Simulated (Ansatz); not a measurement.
# Cd2H: what the fields show

The calculation's input:

```
crystal:
  lattice:
    - [0.0, 4.0641438751, 4.0641438751]
    - [4.0641438751, 0.0, 4.0641438751]
    - [4.0641438751, 4.0641438751, 0.0]
  atoms:
    - { symbol: Cd, position: [0.125, 0.125, 0.125] }
    - { symbol: Cd, position: [0.625, 0.125, 0.125] }
    - { symbol: Cd, position: [0.125, 0.125, 0.625] }
    - { symbol: Cd, position: [0.125, 0.625, 0.125] }
    - { symbol: H, position: [0.5, 0.5, 0.5] }
    - { symbol: H, position: [0.75, 0.75, 0.75] }
basis:
  ecutwfc: 420
kpoints:
  mp_grid: { grid: [8, 8, 8] }
hamiltonian:
  xc: pbe
scf:
  occupations: { method: gaussian, width: 0.1 }
output:
  forces: true
  stress: true
  eigenvalues: true
  write_density: true
  write_potential: true
  elf: true
  volumetric_format: npy
relax:
  adjacent_minimum: "off"
  f_tol: 0.01
  max_steps: 80
  cell: { stress_tol: 0.05 }
```

Launched as:

```sh
ansatz run input.yaml --threads 1 --pin off --max-ram 2560MiB --backend cpu --events-out ev --progress --plain --runs-dir out
```

Below, planes, directions and counts refer to the conventional cell (a = 8.14 Å, b = 8.14 Å, c = 8.14 Å, α = 90.00°, β = 90.00°, γ = 90.00°).

The fields are those of the relaxed geometry.

Space group Fd-3m; started from the cubic Laves (C15)_227 prototype, which need not be the ambient phase.

Computed with DFT PBE, scalar-relativistic, plane waves, PAW in Ansatz 0.2.0.

In a PAW calculation such maps are meaningful between the atoms, not at the nuclei.

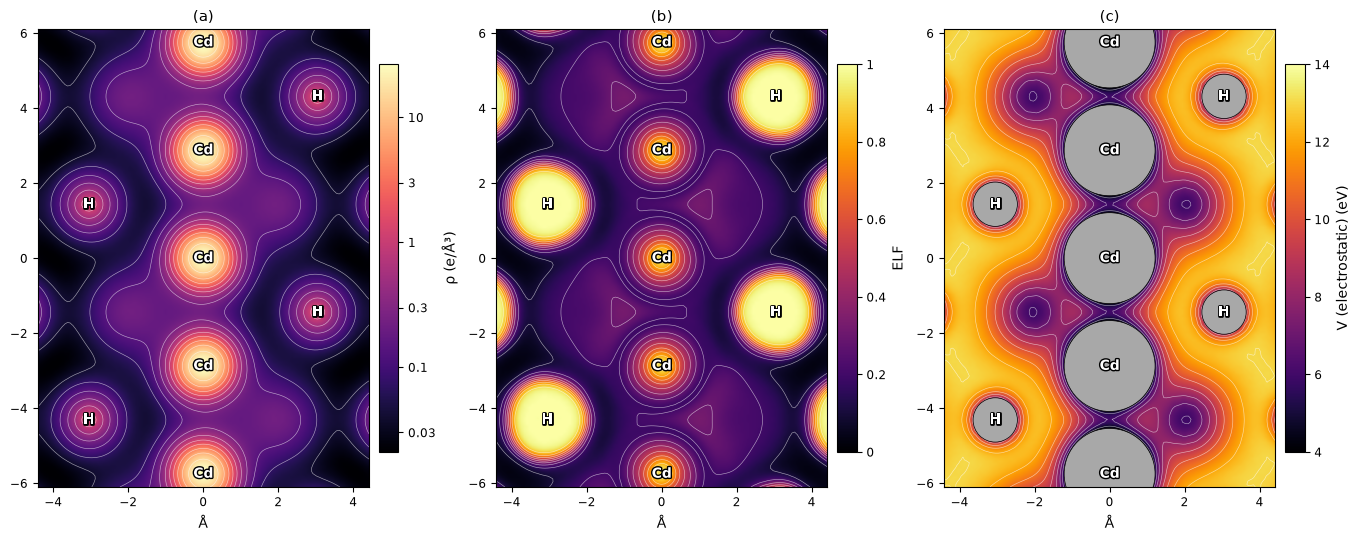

Figure 1. (a) valence electron density; (b) ELF; (c) electrostatic potential energy of an electron on the (011) plane of the conventional cell. Grey discs cover the atomic cores in the potential map.

Describe what can be read from this map.

Answer.
- Atoms in the plane: Cd and H.
- Cd–Cd (2.88 Å): the density is about 0.22 e/Å³ at the midpoint; the ELF is about 0.20 at the midpoint; no shared electron pair shows on this line.
- Cd–H (3.37 Å): ρ at the midpoint is about 0.06 e/Å³; the ELF climbs to about 1 towards the hydrogen.
- Between the atoms the lowest density in this plane is 0.02 e/Å³.
- The features right at Cd lie inside the PAW spheres, where the map follows smoothed inner orbitals and isn't to be read closely.
- Outside the cores the potential energy rises away from the atoms and is highest about 1.5 Å from the nearest atoms; its zero is arbitrary.

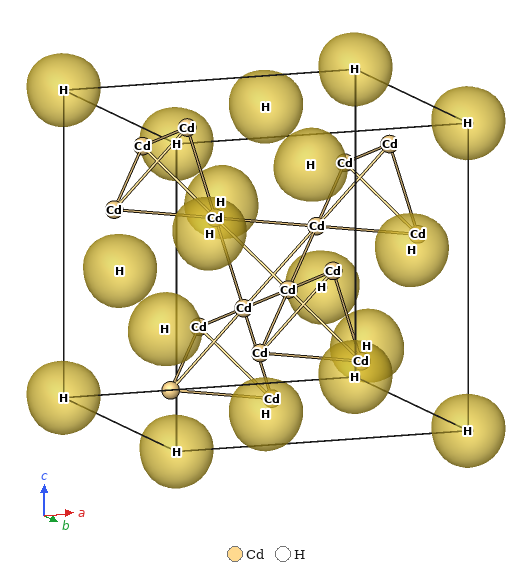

Figure 2. Isosurface of the electron localisation function at 0.75 (yellow), seen at an oblique angle. Core shells and regions of very low density are left out. Sticks mark near contacts.

What do the ELF domains correspond to?

Answer. The surface consists of eight regions around hydrogen nuclei, counted in one cell of 24 atoms. Regions shared between cells count once.

Does the calculation make it a metal, or give it a gap?

Answer. It is gapless in this calculation (a metal or semimetal).
